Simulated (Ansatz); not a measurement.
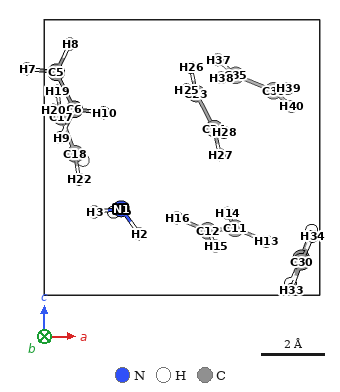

Starting structure of an amorphous cell of composition H27C12N. Style: ball-and-stick. Shown: the cell of the calculation, along the b axis.

The cell holds 1 NH3 + 6 C2H4. The run prepares the start of a later molecular dynamics calculation, from a guessed geometry.

Theory: DFT r2SCAN-D3(BJ), scalar-relativistic, plane waves, PAW (Ansatz).

Input
```yaml
accuracy: low
crystal:
  lattice:
    - [8.837836, 0.0, 0.0]
    - [0.0, 8.837836, 0.0]
    - [0.0, 0.0, 8.837836]
  atoms:
    - { symbol: "N", position: [0.2795446, 0.1147817, 0.3135988] }
    - { symbol: H, position: [0.3447958, 0.087756, 0.2227781] }
    - { symbol: H, position: [0.1818063, 0.0551868, 0.3021012] }
    - { symbol: H, position: [0.2514491, 0.2256799, 0.301403] }
    - { symbol: C, position: [0.0435194, 0.1090915, 0.8095631] }
    - { symbol: C, position: [0.1094343, 0.0915889, 0.674785] }
    - { symbol: H, position: [-0.0629113, 0.1689464, 0.8220485] }
    - { symbol: H, position: [0.0936403, 0.0641889, 0.9122161] }
    - { symbol: H, position: [0.0593134, 0.1364915, 0.572132] }
    - { symbol: H, position: [0.215865, 0.031734, 0.6622996] }
    - { symbol: C, position: [0.6933871, 0.8079995, 0.2424897] }
    - { symbol: C, position: [0.5939977, 0.6946192, 0.2333834] }
    - { symbol: H, position: [0.8063025, 0.7987674, 0.1952576] }
    - { symbol: H, position: [0.6653781, 0.9140901, 0.2975011] }
    - { symbol: H, position: [0.6220067, 0.5885286, 0.178372] }
    - { symbol: H, position: [0.4810824, 0.7038513, 0.2806155] }
    - { symbol: C, position: [0.0613309, 0.5351904, 0.6484049] }
    - { symbol: C, position: [0.112224, 0.5787953, 0.5130359] }
    - { symbol: H, position: [0.0470929, 0.6148416, 0.7407031] }
    - { symbol: H, position: [0.0320919, 0.4182884, 0.6717498] }
    - { symbol: H, position: [0.141463, 0.6956973, 0.489691] }
    - { symbol: H, position: [0.126462, 0.4991441, 0.4207377] }
    - { symbol: C, position: [0.5519606, 0.5331616, 0.7320743] }
    - { symbol: C, position: [0.6173686, 0.4847516, 0.6048166] }
    - { symbol: H, position: [0.5161354, 0.6497444, 0.7458944] }
    - { symbol: H, position: [0.5319091, 0.4579346, 0.826968] }
    - { symbol: H, position: [0.6374202, 0.5599787, 0.5099229] }
    - { symbol: H, position: [0.6531939, 0.3681689, 0.5909965] }
    - { symbol: C, position: [0.9332008, 0.2272051, 0.1335642] }
    - { symbol: C, position: [0.9346715, 0.0766197, 0.1218108] }
    - { symbol: H, position: [0.8939833, 0.2987016, 0.0418243] }
    - { symbol: H, position: [0.971162, 0.2843508, 0.2353449] }
    - { symbol: H, position: [0.8967103, 0.0194741, 0.0200301] }
    - { symbol: H, position: [0.973889, 0.0051232, 0.2135508] }
    - { symbol: C, position: [0.6951963, 0.8992056, 0.7981657] }
    - { symbol: C, position: [0.8326739, 0.8717403, 0.7419355] }
    - { symbol: H, position: [0.6300313, 0.8119473, 0.8547828] }
    - { symbol: H, position: [0.642917, 1.009927, 0.7895851] }
    - { symbol: H, position: [0.8849532, 0.7610189, 0.7505162] }
    - { symbol: H, position: [0.8978389, 0.9589986, 0.6853185] }
basis:
  ecutwfc: 500.0
kpoints:
  mp_grid: { grid: [1, 1, 1] }
hamiltonian:
  xc: r2scan
  dispersion: d3bj
scf:
  occupations: { method: fermi_dirac, width: 0.02 }
  lower_state_search: "off"
relax:
  f_tol: 0.3
  max_steps: 15
  adjacent_minimum: "off"
```

Launched with:
```bash
ansatz run input.yaml --threads 1 --pin off --max-ram 3072MiB --backend cpu --events-out ev --progress --plain --runs-dir out
```

**Predict the outcome.**

The largest move is that of H4, 1.29 Å roughly along [3 −2 1]. Largest moves by element: H 1.29 Å, C 0.81 Å, N 0.67 Å. The cell stays as it was. Near-neighbour distances that change, for instance: C11–C12 1.335 → 1.326 Å. The energy falls by 24.4 meV per atom in 12 accepted moves (13 points after the start). Largest force component: 1 eV/Å at the start, 0.04 eV/Å at the end. 1 step only repeated the SCF at the same geometry. The run took 5 min on 1 thread of Intel(R) Xeon(R) Platinum 8488C (Sapphire Rapids), on a shared host, peak memory 1.4 GiB.

Final geometry:

```
CELL_PARAMETERS angstrom
8.83784 0.00000 0.00000
0.00000 8.83784 0.00000
0.00000 0.00000 8.83784
ATOMIC_POSITIONS crystal
N 0.31340 0.05329 0.28408
H 0.38812 0.99503 0.21937
H 0.23353 0.09507 0.21301
H 0.37015 0.14398 0.32546
C 0.09049 0.12404 0.77538
C 0.15610 0.09459 0.64372
H 0.97905 0.17479 0.78230
H 0.14521 0.09774 0.88191
H 0.10161 0.12007 0.53685
H 0.26694 0.04290 0.63566
C 0.65246 0.79007 0.27036
C 0.53499 0.69690 0.26442
H 0.75362 0.77059 0.20391
H 0.65217 0.88916 0.34261
H 0.53574 0.59753 0.19256
H 0.43442 0.71619 0.33182
C 0.09742 0.59654 0.61507
C 0.12221 0.66447 0.48365
H 0.08566 0.66093 0.71875
H 0.08888 0.47454 0.62453
H 0.13304 0.78635 0.47463
H 0.13415 0.60027 0.37981
C 0.53711 0.46259 0.69950
C 0.65436 0.42198 0.61517
H 0.50244 0.57983 0.70866
H 0.47049 0.38040 0.76152
H 0.71984 0.50431 0.55216
H 0.68865 0.30462 0.60490
C 0.92079 0.24129 0.18569
C 0.91995 0.09144 0.17789
H 0.88713 0.31072 0.09040
H 0.95452 0.30055 0.28765
H 0.88580 0.03256 0.07581
H 0.95375 0.02195 0.27317
C 0.65997 0.93592 0.82311
C 0.74979 0.85620 0.73320
H 0.59716 0.88324 0.91435
H 0.64613 0.05708 0.80955
H 0.76341 0.73511 0.74668
H 0.81384 0.90848 0.64267
```

After the run, drawn alike:

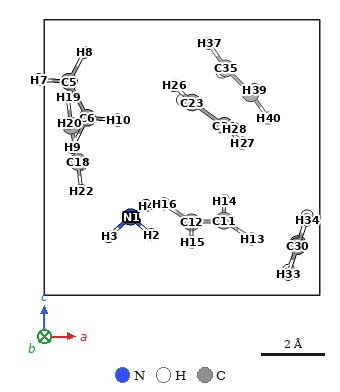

Limits of the set-up: the program's low-accuracy preset was used.
